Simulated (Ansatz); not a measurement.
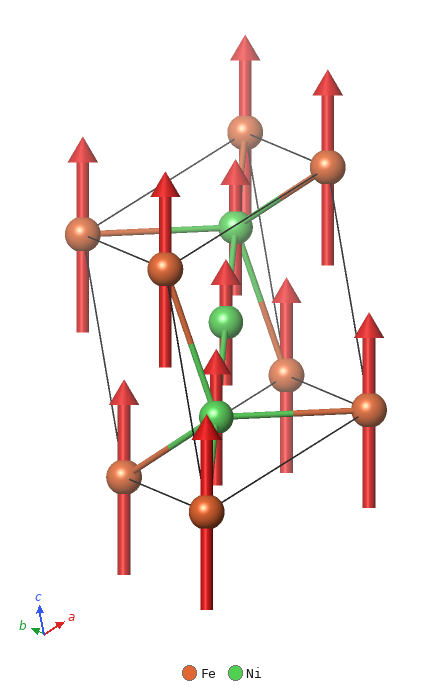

Crystal structure, ball-and-stick style, seen slightly off an axis. One simulation cell is framed, with atoms on its boundary repeated. Arrows are the site magnetic moments above 0.25 μB; longer means larger, and red and blue are up and down (without spin-orbit coupling the axis itself is arbitrary).

This is the state reached for FeNi₃. Computational set-up: DFT PBEsol, scalar-relativistic, plane waves, PAW (Ansatz), a cutoff energy of 420 eV, a 14×14×14 grid in reciprocal space, Gaussian smearing of 0.1 eV, collinear spins.

What do the arrows say about the order?

Ferromagnetic (within this cell). Site moments: 1 Fe +2.8 μB and 3 Ni +0.3 to +0.7 μB. The net spin moment of the whole cell is 4.4 μB.

Starting structure: a structure listed in the Materials Project. What is shown is the relaxed result from DFT PBEsol, scalar-relativistic, plane waves, PAW (Ansatz).
